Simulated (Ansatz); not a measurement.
Two G0W0 runs on SiC (F-43m).

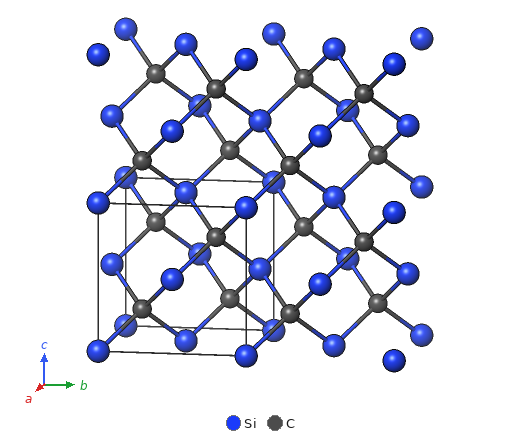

The structure (silicon blue, carbon dark grey). Bonds to atoms that aren't drawn are left out. 1×2×2 conventional cells are drawn. Some periodic images of atoms are drawn too.

The structure is cubic, space group F-43m (No. 216). The conventional cell has a = 4.358 Å, b = 4.358 Å, c = 4.358 Å, α = 90.00°, β = 90.00°, γ = 90.00°. Si has 4 C at 1.89 Å nearest. Nearest to C lie 4 Si at 1.89 Å. Farther neighbours are not listed.

```
Si C
1.0
     0.00000    2.17900    2.17900
     2.17900    0.00000    2.17900
     2.17900    2.17900    0.00000
Si C
1 1
Direct
  0.00000 0.00000 0.00000
  0.25000 0.25000 0.25000
```

The cell and positions come from the Crystallography Open Database and are kept as given unless a step says otherwise. PAW set soft_2, made with PBE.

The first (Ansatz 0.2.0; start PBE, 6×6×6 mesh, 61 empty bands, screening to 120 eV, plasmon pole; 1 × NVIDIA H100 80GB HBM3 (shared by 6 runs) with 2 threads of AMD EPYC 7R13 (Zen 3), shared host) gave, on its mesh: starting gap 1.35 eV, G0W0 gap 2.06 eV, RPA ε∞ (mean) 7.15, 10 s.

Q: The second changes files from default PAW to hard PAW and frequency model from plasmon pole to contour deformation. What does it give?

It gave: starting gap 1.35 eV, G0W0 gap 2.11 eV, RPA ε∞ (mean) 7.15, 6.4 s. The G0W0 gap moves by +0.05 eV, −0.001 eV from the start and +0.05 eV from the correction. Σc changes by −0.08 eV at the valence top and −0.04 eV at the conduction bottom, and Σx − Vxc between them by +0.02 eV.

Limits: not at the basis limit.

[Paths, hosts, dates, memory and timing lines, banners, echoed tables and standing remarks are left out of the program output.]

[Logs are printed without paths, hosts, clocks, repeated set-up lines and the standing remarks that a program may print on its own settings, such as how far it seeks lower states.]

[Runs of the session that timed out or met a known fault of the program may be left out.]

[Cells called generated may have been cut or substituted from an entry of the Crystallography Open Database or the Materials Project.]

[Hosts, paths, dates, database ids (printed as entryN), source tags and the programs' standing remarks are cut or masked in the printed files.]
